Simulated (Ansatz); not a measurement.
System: Ge, space group Cmmm (No. 65).

Structure:
```
CELL_PARAMETERS angstrom
1.39715 -2.60052 0.00000
1.39715 2.60052 0.00000
0.00000 0.00000 2.69823
ATOMIC_POSITIONS crystal
Ge 0.50000 0.50000 0.00000
```

Method: biaxial strain in the xy plane and strain along z of a crystal, fractional coordinates fixed, by plane-wave density functional theory with PAW datasets, free energies less that of the undisturbed cell (Ansatz 0.2.0). Level: PBEsol, no spin polarisation.

wave cutoff 420 eV; k mesh 20×20×18; occupations Gaussian; smearing width 0.15 eV; k shift (0, 0, 0) (mesh steps); start as given.

Predict the map of the energy change over strain zz and strain xx = yy. The grid: strain zz −0.05, −0.025, 0, 0.025, 0.05 ; strain xx = yy −0.05, −0.025, 0, 0.025, 0.05.

At the origin a neighbouring grid point lies 15 meV/atom lower, so the given structure isn't at the minimum of this landscape. The energy change is least, −15 meV/atom, at strain zz of −0.025 and strain xx = yy of −0.025, and largest, 145 meV/atom, at strain zz of 0.05 and strain xx = yy of 0.05. Near the origin the softest direction lies along strain zz, turned by about 5° so that strain xx = yy takes the opposite sign; the curvature across the valley is 2.1 times that along it.

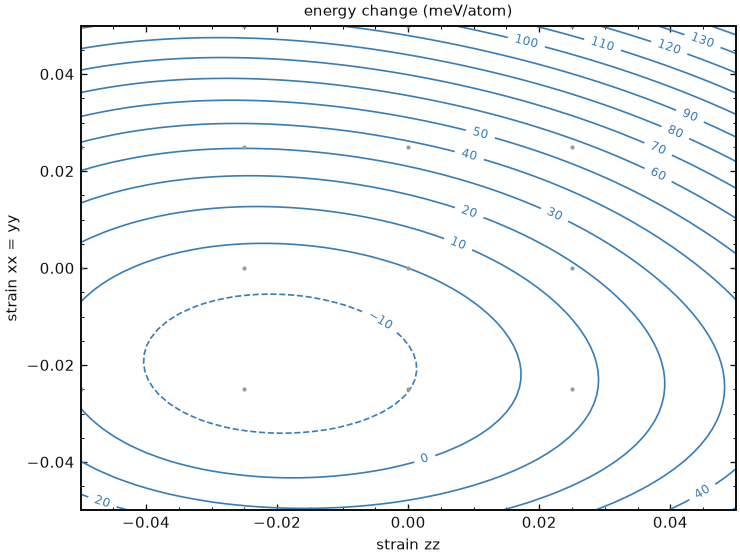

Note: reference crystal is not relaxed.
